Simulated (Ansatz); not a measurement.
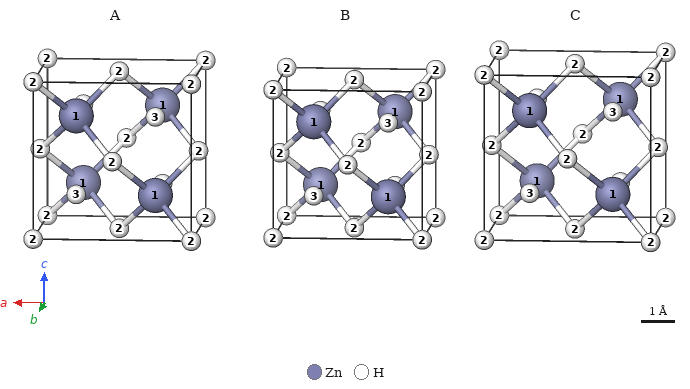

3 geometries from one relaxation of a crystal of ZnH₂ (a generated structure, set up in F-43m) (coarse preliminary run), in shuffled order. Style: ball-and-stick. Shown: the conventional cell (4 times the calculation's cell), from a free direction. Lengths and directions refer to the drawn axes.

The calculation used Ansatz 0.2.0, DFT PBE, scalar-relativistic, plane waves, PAW. Set-up: plane-wave cutoff 420 eV; k-point mesh 6 × 6 × 6; occupations gaussian; smearing width 0.1 eV; no spin polarisation; cell and atoms relaxed; force threshold 0.04 eV/Å; at most 70 steps.

Order the frames from highest to lowest energy.

C, A, B. They are steps 0, 1, 4, at +0.445 eV per cell of the calculation, +0.143 eV per cell of the calculation relative to the last. Over 3 accepted moves (4 points after the start) the energy falls by 0.445 eV per cell of the calculation. All forces vanish by symmetry, so only the cell relaxes. Pressure: −11.51 GPa at the start and −0.10 GPa at the end. The SCF was repeated once at an unchanged geometry on a basis and grid sized afresh for the cell, which shifted the energy by 5.7 meV per cell of the calculation at most. No atom moves by more than 0.005 Å relative to the cell. Cell: a = b = c 5.115 → 4.584 Å (−10.4 %). Volume −28.0 %. Near-neighbour distances that change, for instance: Zn1–H2 2.215 → 1.985 Å. The space group stays F-43m (No. 216).
